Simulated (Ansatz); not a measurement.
## Electronic structure of Ga5O8 (cell charge −3, with a compensating background) (cell with a defect) in real space

```
Ga O
1.0
    -5.05761   -2.92002    4.54087
     5.05761   -2.92002    4.54087
     0.00000    5.84003    4.54087
Ga O
15 24
Direct
  0.35980 0.35724 0.84760
  0.35724 0.84760 0.35980
  0.84760 0.35980 0.35724
  0.65926 0.65926 0.65926
  0.14285 0.13926 0.64377
  0.13926 0.64377 0.14285
  0.64377 0.14285 0.13926
  0.14426 0.14426 0.14426
  0.65684 0.65991 0.12689
  0.65991 0.12689 0.65684
  0.12689 0.65684 0.65991
  0.35944 0.35944 0.35944
  0.85849 0.85178 0.35011
  0.85178 0.35011 0.85849
  0.35011 0.85849 0.85178
  0.24515 0.40247 0.59799
  0.74847 0.89976 0.57852
  0.74972 0.40923 0.10210
  0.24731 0.90134 0.10104
  0.40247 0.59799 0.24515
  0.90134 0.10104 0.24731
  0.89976 0.57852 0.74847
  0.40923 0.10210 0.74972
  0.59799 0.24515 0.40247
  0.10210 0.74972 0.40923
  0.10104 0.24731 0.90134
  0.57852 0.74847 0.89976
  0.74598 0.59530 0.40933
  0.25262 0.09732 0.39980
  0.24080 0.59191 0.90295
  0.74744 0.11749 0.90262
  0.40933 0.74598 0.59530
  0.90295 0.24080 0.59191
  0.90262 0.74744 0.11749
  0.39980 0.25262 0.09732
  0.59530 0.40933 0.74598
  0.11749 0.90262 0.74744
  0.09732 0.39980 0.25262
  0.59191 0.90295 0.24080
```

The program warned that a starting moment wasn't kept; spin-polarised, but the moments vanished.

Level of theory: DFT PBE, scalar-relativistic, plane waves, PAW in Ansatz.

Core electrons are frozen (PAW), and the valence fields are smoothed inside the atomic spheres.

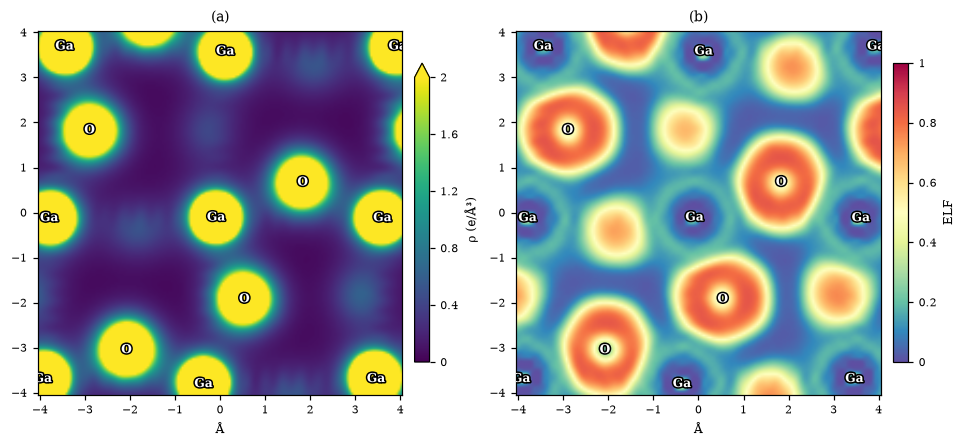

Figure 1. (a) valence charge density (pseudo); (b) ELF on the (001) plane of the calculation cell.

Question: What do the fields say about this system?

Answer:
- Atoms in the plane: Ga and O.
- Atoms just off the plane (O, 0.8 Å away) can leave unmarked features too.
- Ga–O (1.88 Å): the density is about 0.77 e/Å³ at the midpoint; the ELF peaks at about 0.80 in the valence shell of O, 0.6 Å from its nucleus, and is about 0.40 at the midpoint.
- Ga–O (1.94 Å): the density is about 0.68 e/Å³ at the midpoint; the ELF peaks at about 0.85 in the valence shell of O, 0.6 Å from its nucleus, and is about 0.35 at the midpoint.
- Ga–O (1.97 Å): ρ at the midpoint is about 0.65 e/Å³; the ELF peaks at about 0.85 in the valence shell of O, 0.6 Å from its nucleus, and is about 0.35 at the midpoint.
- Ga–O (2.10 Å): ρ at the midpoint is about 0.48 e/Å³; the ELF peaks at about 0.85 in the valence shell of O, 0.6 Å from its nucleus, and is about 0.30 at the midpoint; no shared electron pair shows on this line.
- Ga–O (2.16 Å): ρ at the midpoint is about 0.43 e/Å³; the ELF peaks at about 0.85 in the valence shell of O, 0.6 Å from its nucleus, and is about 0.25 at the midpoint: no shared electron pair shows on this line.
- Between the atoms the lowest density in this plane is 0.05 e/Å³.

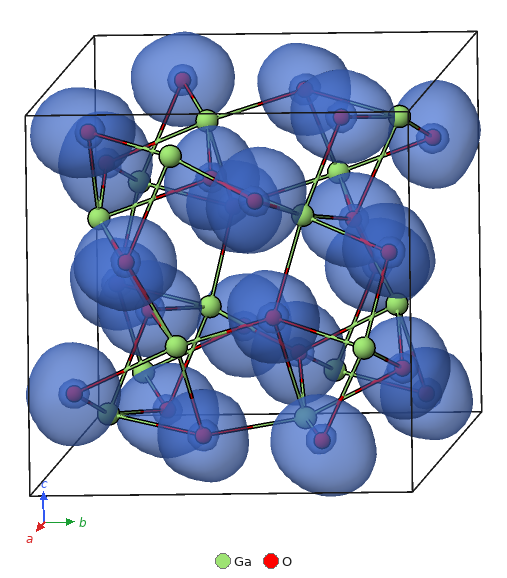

Figure 2. Isosurface of the ELF at 0.6 (blue), seen slightly off an axis. Core shells and regions of very low density are left out. Sticks mark near contacts.

Question: Identify the bonds, lone pairs and shells in this picture.

Answer: The ELF exceeds this value in 24 regions wrapped around O (the valence shell of each), counted in one cell of 39 atoms. Regions shared between cells count once. Along the contacts the grid gives the following. Ga–O (1.87 Å): the ELF peaks at about 0.80 in the valence shell of O, 0.6 Å from its nucleus, and is about 0.40 at the midpoint. Ga–O (1.93 Å): the ELF peaks at about 0.80 in the valence shell of O, 0.6 Å from its nucleus, and is about 0.35 at the midpoint.

Question: Does the calculation give a band gap?

Answer: It is gapped, with a Kohn–Sham gap of 3.5 eV on the k-point mesh, an upper bound to the gap of this method.
